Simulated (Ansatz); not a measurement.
**Single-point calculation, with input and output: TaN (part 3 of 3)**

The same run, continued: TaN (P6₃/mmc, 4 atoms in the cell); DFT r2SCAN+U, scalar-relativistic, plane waves, PAW, Ueff = 4 eV on Ta atom 1 d; Ueff = 4 eV on Ta atom 2 d, spin-polarised (Ansatz 0.2.0); cutoff 500 eV, 7×7×4 k-mesh, Gaussian smearing of 0.05 eV, collinear spins. The structure derives from an entry of the Crystallography Open Database. It belongs to a series of runs on one base structure; here: random orbitals: harmonics, high filling.

Geometry of the input (Å; fractional positions):
```
3.0480  0.0000  0.0000
-1.5240  2.6396  0.0000
0.0000  0.0000  4.9180
Ta 0.0000  0.0000  0.0000
Ta 0.0000  0.0000  0.5000
N  0.3333  0.6667  0.2500
N  0.6667  0.3333  0.7500
```

### Output, continued
```
--- Per-component energies (eV) ---
  E_band       = -60.921879
  E_kinetic    = 1027.863908
  E_local      = -1155.225101  (includes V_loc(G=0)·N_el)
  E_nonlocal   = 124.654534
  E_hartree    = 409.120224
  E_xc         = -537.463233
  E_vxc        = -625.541184  (∫ρ·V_xc dr)
  E_hubbard    = 8.759449  (on-site DFT+U / exact-exchange correction)
  E_vhub       = 2.387908  (the Hubbard potential's part of the band-sum identity)
  E_paw        = -17108.291424  (= ΣΔE_a)
  E_vpaw       = -285.560460  (= ΣTr[D̂ρ^β])
  E_aug_tail   = 0.000237  (compensation charges beyond the density's cutoff)
  E_vtau       = 32.258129  (kinetic-family band-sum trace: ∫τ·v_τ [+ j·A + Jᵃ·Aᵃ] dr)
  E_ewald      = -3418.625152
  E_core_change = -1.571690  (= ΣΔE_core)
  E_smearing   = -0.001778  (= −TS)
  E_closure    = 0.000000  (closes the sum)
  Σ components = -20650.780026   (vs F -20650.780026, Δ=0.00e0)
--- Specified on-site occupations, and those of the state reported ---
  electrons in the specified blocks: 4.2000 specified, 7.5655 found
  site 0 (l=d) ↑: largest change of an orbital's occupation 0.6010; electrons 2.0000 specified, 2.1597 found; spectral distance 0.8417
  site 1 (l=d) ↓: largest change of an orbital's occupation 0.5348; electrons 2.0000 specified, 2.1593 found; spectral distance 0.8420
  site 1 (l=d) ↑: largest change of an orbital's occupation 0.5214; electrons 0.1000 specified, 1.6234 found; spectral distance 0.7278
  site 0 (l=d) ↓: largest change of an orbital's occupation 0.5212; electrons 0.1000 specified, 1.6230 found; spectral distance 0.7277
--- Forces (eV/Å), atoms counted from 1 ---
  atom   1  Ta     0.00000000     0.00000000     0.00000000
  atom   2  Ta     0.00000000     0.00000000     0.00000000
  atom   3  N      0.00000000    -0.10812198     0.00101894
  atom   4  N      0.00000000     0.10812198    -0.00101894
  max |Σ_I F_I| component: 0.00e0 eV/Å
--- Stress (GPa, compression-positive) ---
       38.118771       0.000000       0.000000
        0.000000      35.321150      -0.002705
        0.000000      -0.002698     117.012192
  P = ⅓ Tr σ = 63.4840 GPa (634.840 kbar)
--- Band table (eV; the first three rows and the last of 120) ---
  k-point 0 ↑: bands = ["-47.9772", "-47.5909", "-15.5837", "-13.7999", "-13.7989", "-13.2964", "-13.2316", "-12.4204", "3.0816", "6.4671", "12.5100", "15.1616", "15.2040", "17.3140", "19.2497", "19.2722", "19.2894", "21.0328", "21.4700", "23.2751", "23.3584", "26.2732", "27.7801", "28.8533"]
  k-point 1 ↑: bands = ["-47.9404", "-47.6271", "-15.1870", "-13.7663", "-13.7624", "-13.3365", "-13.2697", "-12.9578", "3.5201", "5.8195", "13.4124", "15.5546", "15.5992", "17.0850", "18.1977", "18.2399", "19.7824", "21.5721", "21.9941", "24.2000", "24.2969", "26.7169", "27.2929", "27.8247"]
  k-point 2 ↑: bands = ["-47.8921", "-47.6748", "-14.2559", "-14.0346", "-13.7282", "-13.7162", "-13.3853", "-13.3033", "4.5615", "4.6119", "15.2415", "15.4107", "16.5870", "16.6710", "16.7213", "16.7308", "22.2212", "22.8187", "22.9036", "22.9048", "24.3222", "24.6262", "28.3377", "28.3773"]
  k-point 59 ↓: bands = ["-47.8870", "-47.5742", "-14.9829", "-14.4638", "-14.0094", "-13.9414", "-13.4853", "-12.8473", "5.0858", "5.6162", "13.9280", "14.7874", "15.3250", "16.2927", "16.8456", "17.8170", "19.9853", "23.0875", "23.6584", "25.1799", "26.4981", "28.0215", "28.2268", "29.0072"]
Occupation matrices written to [file]
--- Löwdin populations: 4 sites ---
  site symbol       q [e]    m [muB]
     0     Ta     12.1484     0.5402
     1     Ta     12.1484    -0.5395
     2      N      5.7788     0.0001
     3      N      5.7788     0.0001
  spilling = 0.004043 (of n_electrons = 36.000000)
--- Occupation matrices: 2 shells (run DFT+U table (all-electron-ortho-atomic); ε = 1.22e-2) ---
  Ta0 d_5D: site group D3d (-3m)
  Ta0 d_5D up     Tr n = 2.1597  λ = 0.297 0.300 0.463 0.509 0.591  [2× yz 0.28 Eg(1.00) | xz 0.52 Eg(1.00) | z2 0.94 A1g(0.94) | x2-y2 0.52 Eg(0.94)]
  Ta0 d_5D dn     Tr n = 1.6230  λ = 0.213 0.248 0.310 0.311 0.541  [x2-y2 0.66 Eg(1.00) | xy 0.73 Eg(1.00) | 2× xz 0.36 Eg(1.00) | z2 1.00 A1g(1.00)]
  specified occupation → Ta0 d_5D up: matrix, ‖Δ‖_F = 1.1004, Tr Δ = -0.1597, displaced = 1.2137, d_λ = 0.8417; orbital distance = 1.6990
  specified occupation → Ta0 d_5D dn: matrix, ‖Δ‖_F = 0.7277, Tr Δ = -1.5230, displaced = 0.7615, d_λ = 0.7277; orbital distance = 0.0000
  Ta1 d_5D: site group D3d (-3m)
  Ta1 d_5D up     Tr n = 1.6234  λ = 0.213 0.248 0.310 0.311 0.541  [x2-y2 0.66 Eg(1.00) | xy 0.73 Eg(1.00) | 2× xz 0.36 Eg(1.00) | z2 1.00 A1g(1.00)]
  Ta1 d_5D dn     Tr n = 2.1593  λ = 0.297 0.300 0.464 0.509 0.590  [2× yz 0.28 Eg(1.00) | xz 0.52 Eg(1.00) | z2 0.94 A1g(0.94) | x2-y2 0.52 Eg(0.94)]
  specified occupation → Ta1 d_5D up: matrix, ‖Δ‖_F = 0.7278, Tr Δ = -1.5234, displaced = 0.7617, d_λ = 0.7278; orbital distance = 0.0000
  specified occupation → Ta1 d_5D dn: matrix, ‖Δ‖_F = 0.9742, Tr Δ = -0.1593, displaced = 1.0688, d_λ = 0.8420; orbital distance = 0.9418
  Tr n, λ and their labels are of the run-group-symmetrised matrices; stabiliser: 8 of 48 elements of G0×{1,Θ} (closed), max defect 7.0e-4 at τ = 2.6e-3
```

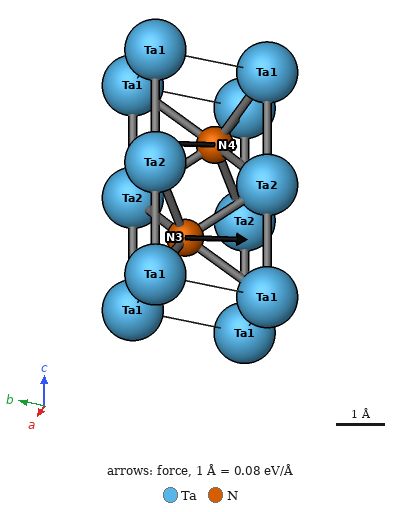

**Figure 1.** Forces on the atoms as black arrows (ball-and-stick view of the cell of the calculation, seen at an oblique angle; atoms are numbered from 1 in the order of the input). The largest act on N3, N4 (0.11 eV/Å). The geometry is not a stationary point of this energy.

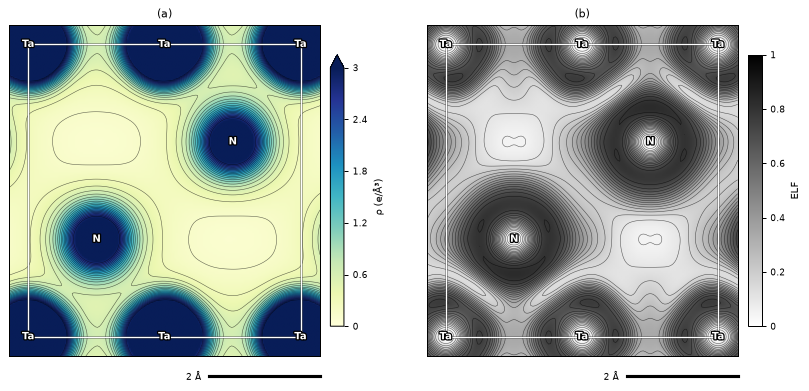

**Figure 2.** (a) valence electron density; (b) electron localisation function on the (110) plane of the conventional cell. The plane passes through Ta and N nuclei. Ta–N (2.15 Å): ρ at the midpoint is about 0.61 e/Å³; the ELF is about 0.15 at the midpoint (no shared pair; the contact is polar). Ta–Ta (2.46 Å): ρ at the midpoint is about 0.63 e/Å³; the ELF is about 0.35 at the midpoint; no shared electron pair. Away from the nuclei the density in this plane falls to 0.09 e/Å³ at its lowest. The strong features right at Ta lie inside the PAW spheres (semicore, d or f shells) and say nothing about bonding. The fields are those of the smooth PAW valence density.

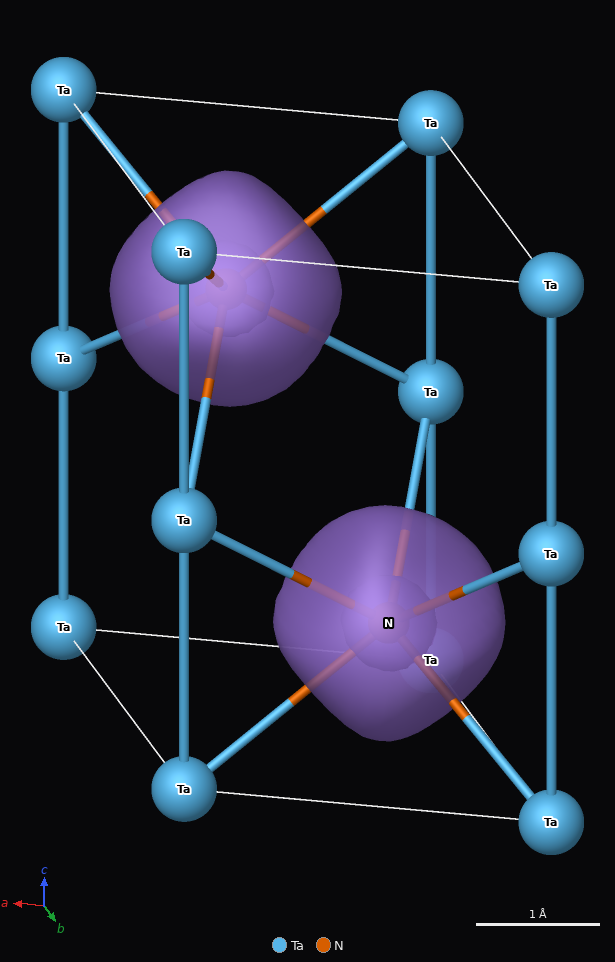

**Figure 3.** Isosurface of the electron localisation function at 0.6 (purple), seen at an oblique angle. Only the valence region is drawn (cores and ρ < 0.01 e/Å³ removed). Sticks mark near contacts. The outline is the cell set on symmetry axes. Along the contacts the grid gives the following. Ta–N (2.15 Å): the ELF is about 0.15 at the midpoint (a polar contact without a shared pair, in a metal). Ta–Ta (2.46 Å): the ELF is about 0.35 at the midpoint (no shared electron pair).

### Summary

| quantity | value |
| --- | --- |
| outcome | converged |
| space group (tolerance 0.01 Å) | P6₃/mmc (194) |
| electrons treated | 36 |
| free energy | −20650.7800 eV |
| Fermi energy | 23.250 eV |
| gap on the k-point mesh | none (metallic) |
| net moment of the cell | 0.00 μB |
| integrated absolute moment | 1.09 μB |
| pressure | 63.48 GPa |
| largest force (length of the vector) | 0.108 eV/Å |
| hardware | 4 threads of Arm Neoverse V1, 24 GiB of memory available, shared host |
| wall time | 23 s (CPU time 90 s) |
| peak memory | 0.59 GiB |

### Remarks

The program warns: the typed occupations were not kept; the state was not tested for a lower one; the occupation matrices lower the symmetry. Spin–orbit coupling is left out, which matters for Ta.
